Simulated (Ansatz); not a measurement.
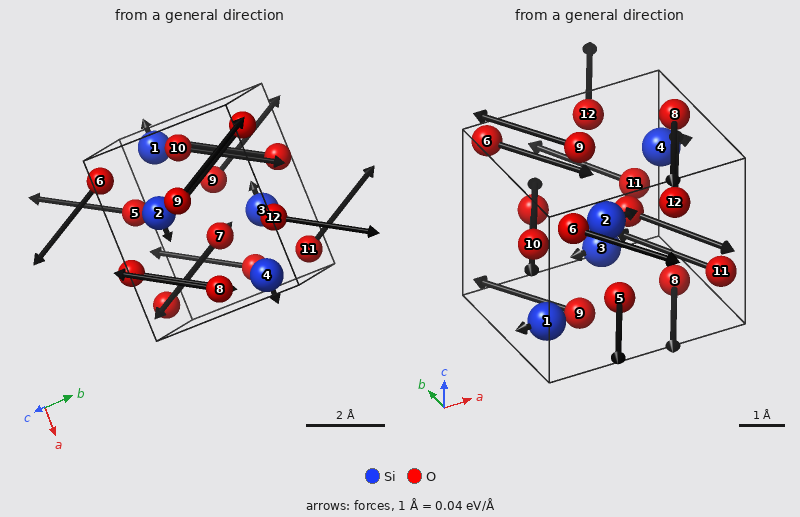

An orthographic spheres-only view of the structure, from two general directions. Atoms at the boundary of the simulation cell (the box) are drawn once for each face, edge or corner they touch. The arrows are the computed forces on the atoms.

System: SiO2. Computational set-up: DFT, PBE, plane waves, PAW (Ansatz), 420 eV cutoff, a 6×6×6 k-point grid, Fermi-Dirac smearing of 0.02 eV, no spin polarisation.

Could this be the end point of a relaxation?

No. The atoms still feel forces of up to about 0.1 eV/Å, above a usual threshold of 0.01 to 0.03 eV/Å.

Its origin is a structure type filled with these elements by a generator (whether the compound takes this form wasn't checked). Earlier steps of the study may have refined or changed the cell and positions. It went into a calculation with Ansatz.
